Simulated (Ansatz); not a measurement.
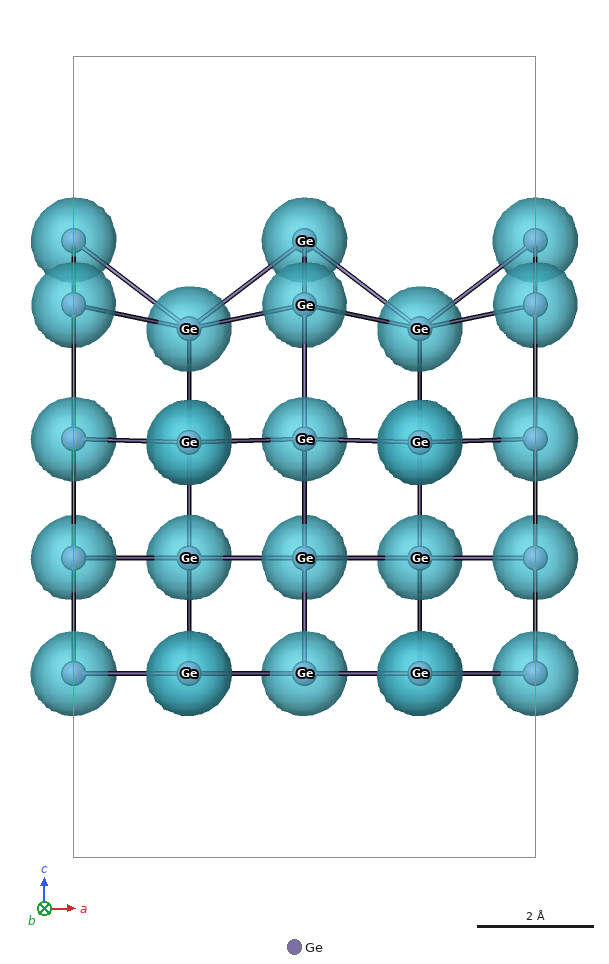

Figure 1: Ge (slab). Isosurface of the valence charge density (pseudo) at 1 e/Å³ (cyan), seen along the b axis. Sticks mark near contacts.

Level of theory: DFT PBEsol, scalar-relativistic, plane waves, PAW (Ansatz).

```xyz
9
Lattice="4.0134 0.0000 0.0000 0.0000 5.6758 0.0000 0.0000 0.0000 25.0201" Properties=species:S:1:pos:R:3 pbc="T T T"
Ge    2.0067    0.0000    8.5001
Ge    0.0000    1.4189    8.5001
Ge    0.0000    2.8379   10.5067
Ge    2.0067    4.2568   10.5067
Ge    2.0067    5.6610   12.5178
Ge    0.0000    1.4373   12.5781
Ge    0.0000    2.4100   14.9110
Ge    2.0067    4.1770   14.4954
Ge    0.0000    4.8062   16.0266
```

> How is the density connected at this value?

At this value the density breaks into separate islands; it holds about 70 % of the electrons treated as valence (semicore included). It bridges none of the near contacts. It is pinched off along the sampled Ge–Ge (2.45 Å), Ge–Ge (2.50 Å), Ge–Ge (2.60 Å) and Ge–Ge (2.64 Å) contacts. On the grid the lowest density along these lines, outside the cores, is 0.48 e/Å³ (Ge–Ge, 2.45 Å), 0.45 e/Å³ (Ge–Ge, 2.50 Å), 0.37 e/Å³ (Ge–Ge, 2.60 Å) and 0.31 e/Å³ (Ge–Ge, 2.64 Å).
